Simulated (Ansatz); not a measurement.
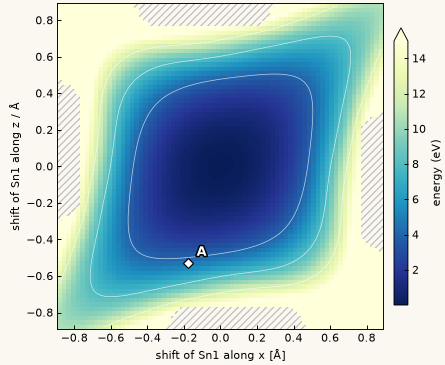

SnO2 (Fd-3m, No. 227; 12 atoms in the cell). One atom moved over a plane, all else fixed (x, y and z along the cube axes). The first coordinate is: shift of Sn1 along x; the second: shift of Sn1 along z. Nothing is relaxed (all other atoms fixed). Grid: 11 × 11 points; 32 points were computed and 73 follow by symmetry. At 16 points there is no value (left out of the scan, as a rule where atoms come close). Points are written as (first, second). Energies: eV per cell, counted from the lowest grid point. The band gap closes in part of the range. The calculation used Ansatz, DFT LDA, scalar-relativistic, plane waves, PAW. Settings: cutoff 420 eV, k-mesh 6×6×6, gaussian smearing 0.05 eV, no spin polarisation.

The picture shows a smooth colour map with a few white contour lines, one colour for all values above the top of the scale, hatched blanks where no value was computed, the point A. Between grid points the surface is interpolated.

**Is A at rest? If not, where is it pushed?**

A, at (−0.176 Å, −0.528 Å), is not a stationary point. The computed force is 24 eV/Å in the plane, pointing up in the picture (components −3.0 and 24.1 eV/Å).

PAW datasets: the set soft_1.
